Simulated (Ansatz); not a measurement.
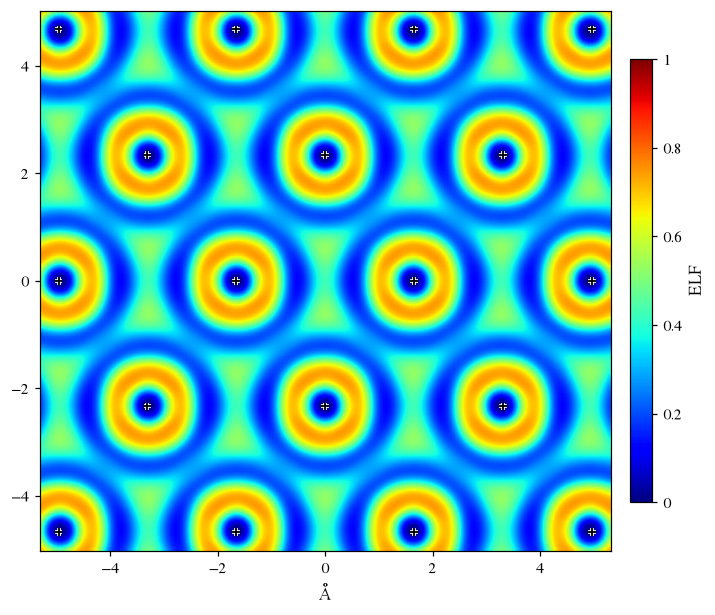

The ELF on a plane through atoms (crosses mark nuclei in the plane).

All numbers below come from DFT, r2SCAN, PAW with Ansatz's default frozen-core files, scalar-relativistic; relaxation of cell and atoms in Ansatz.

Candidates:
A. ZnSe, a = 5.45 Å, b = 5.45 Å, c = 5.45 Å, α = 90.00°, β = 90.00°, γ = 90.00°. Space group F-43m; computed pressure about 10 GPa in this cell.
B. Ta, a = 3.31 Å, b = 3.31 Å, c = 3.31 Å, α = 90.00°, β = 90.00°, γ = 90.00°. Space group Im-3m; computed without spin polarisation.

### Which candidate gave the map?

Candidate B: Ta on the (011) plane of the conventional cell, which holds Ta. Ta–Ta (2.86 Å): the ELF is about 0.30 at the midpoint; no shared electron pair shows on this line.
